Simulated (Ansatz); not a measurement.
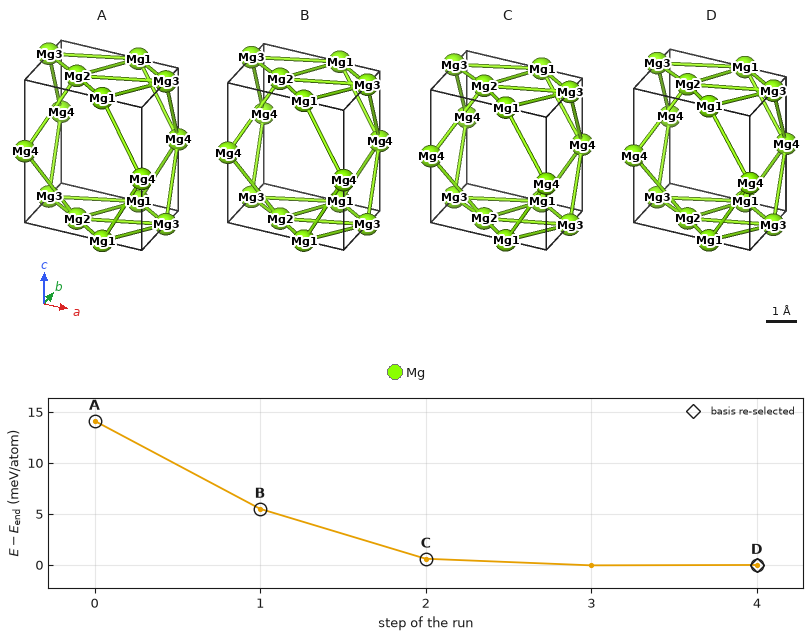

Frames of a relaxation of crystalline Mg (set up in P-62m) (coarse preliminary run), marked on the history of the run. A ball-and-stick model of the cell of the calculation, seen slightly off an axis.

Case: 2 of 2 Li taken out, relaxed.

These are results of DFT PBE, scalar-relativistic, plane waves, PAW (Ansatz), not measurements.

The input:
```yaml
crystal:
  lattice:
    - [5.4649133934, 0.0, 0.0]
    - [-2.7324566967, 4.7327538282, 0.0]
    - [0.0, 0.0, 5.029998781]
  atoms:
    - { symbol: Mg, position: [0.6611520145, 0.0, 0.0] }
    - { symbol: Mg, position: [0.3388479855, 0.3388479855, 0.0] }
    - { symbol: Mg, position: [0.0, 0.6611520145, 0.0] }
    - { symbol: Mg, position: [0.0, 0.0, 0.5] }
basis:
  ecutwfc: 420
kpoints:
  mp_grid: { grid: [6, 6, 4] }
hamiltonian:
  xc: pbe
scf:
  occupations: { method: gaussian, width: 0.1 }
output:
  forces: true
  stress: true
  eigenvalues: true
relax:
  adjacent_minimum: "off"
  f_tol: 0.0325
  max_steps: 70
  cell: { stress_tol: 0.24 }
```

Run as
```bash
ansatz run input.yaml --threads 2 --pin off --max-ram 5120MiB --backend cpu --events-out ev --progress --plain --runs-dir out
```

> Describe the path.

Over 3 accepted moves (4 points after the start) the energy falls by 14.1 meV per atom. Largest force component: 0.077 eV/Å at the start, 0.031 eV/Å at the end. The pressure goes from −1.13 to 0.00 GPa. The SCF was repeated once at an unchanged geometry on a basis and grid sized afresh for the cell, which shifted the energy by less than 0.05 meV per atom at most. The largest moves relative to the cell, 0.078 Å, are those of Mg1, Mg2 and Mg3. Mg2 goes along [1 1 0]. Cell: a = b 5.465 → 5.424 Å (−0.7 %), c 5.030 → 4.727 Å (−6.0 %). Volume −7.4 %. Some distances before and after: Mg1–Mg2 3.207 → 3.319 Å, Mg1–Mg2 (another image) 3.129 → 3.043 Å, Mg1–Mg4 3.123 → 3.043 Å. Among the angles between lasting bonds that change: Mg1–Mg4–Mg1 107.3° → 101.9°, Mg1–Mg4–Mg2 61.8° → 66.1°, Mg1–Mg4–Mg2 145.5° → 143.3°. The space group stays P-62m (No. 189). The run took 9.1 s on 2 threads of Intel(R) Xeon(R) Platinum 8488C (Sapphire Rapids), on a shared host, peak memory 0.46 GiB. From step 0 to 1: Mg atoms move most (0.03 Å), volume −4.0 %, energy −8.6 meV per atom. From step 1 to 2: Mg atoms move most (0.04 Å), volume −5.4 %, energy −4.9 meV per atom. From step 2 to 4: volume +2.0 %, energy −0.6 meV per atom.

```csv
step,"E − E(0), meV/atom","largest force component, eV/Å","pressure, GPa","volume, Å³/atom",note
0,0.00,0.0774,-1.13,32.524,
1,-8.63,0.0339,-0.45,31.215,
2,-13.52,0.0174,0.45,29.525,
3,-14.17,0.0309,0.00,30.110,
4,-14.13,0.0309,0.00,30.110,"same geometry, new basis"
```
